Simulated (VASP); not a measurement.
Consider SiSe$_{2}$.

```
Si Se
1.0
     5.76000    0.00000    0.00000
     0.00000    6.03000    0.00000
     0.00000    0.00000    9.76000
Si Se
4 8
Cartesian
  0.0000 0.0000 7.3200
  2.8800 3.0150 2.4400
  0.0000 0.0000 2.4400
  2.8800 3.0150 7.3200
  1.7165 3.7446 0.0000
  4.5965 0.7296 4.8800
  4.0435 2.2854 0.0000
  1.1635 5.3004 4.8800
  1.1635 0.7296 0.0000
  4.0435 3.7446 4.8800
  1.7165 2.2854 4.8800
  4.5965 5.3004 0.0000
```

Space group Ibam; not relaxed (largest force 0.6 eV/Å); computed pressure about −5 GPa in this cell.

The calculation used Kohn-Sham DFT of a periodic cell, PBE with D3(BJ), VASP PAW PBE potentials, recommended (VASP 6.6.1).

Question: What will maps of the valence pseudo-density and electron localisation function show?

Answer: Se–Se (2.75 Å): ρ is about 0.34 e/Å³ halfway; the ELF is about 0.50 at the midpoint.

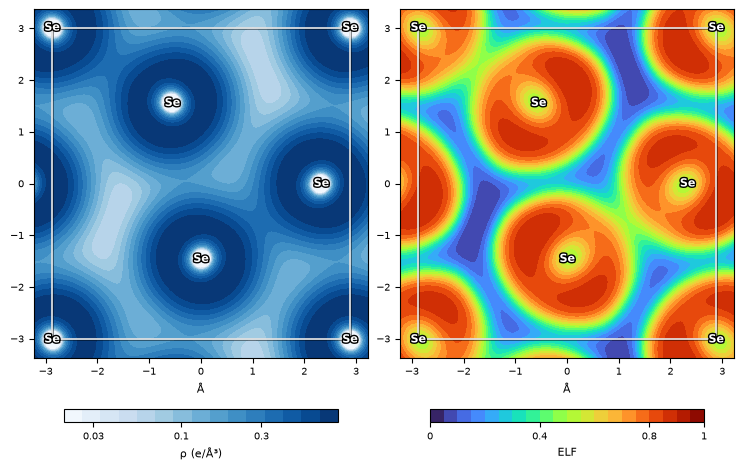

Computed valence pseudo-density and electron localisation function on the (001) plane of the conventional cell, in this order. 

The density is the valence pseudo-density of a PAW calculation; it isn't the true density close to the nuclei.
